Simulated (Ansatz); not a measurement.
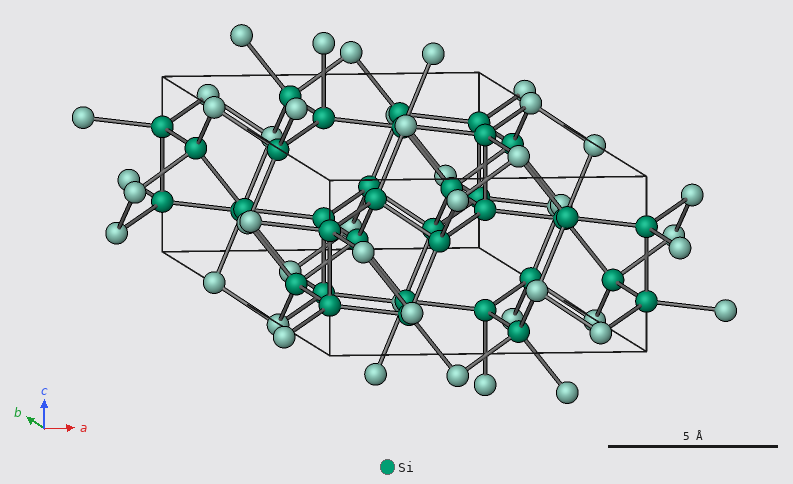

Figure: ball-and-stick view from a general direction. The wireframe shows the conventional unit cell. Atoms of adjacent cells appear where they bond to atoms in the box, in fainter colours. Cell: a = 9.426 Å, b = 9.426 Å, c = 5.652 Å, α = 90.00°, β = 90.00°, γ = 120.00°.

The element is silicon. The lattice is rhombohedral (trigonal R) and the space group R-3 (No. 148). The cell holds 24 atoms. Si bonds to four Si at about 2.3 to 2.4 Å. The bonds build a three-dimensional framework.

Provenance: a structure listed in the Materials Project. Earlier steps of the study, as a rule a relaxation of our own, may have changed the cell and positions, so they can lie some per cent off the listed ones. Ansatz was used for an electronic-structure calculation on it.
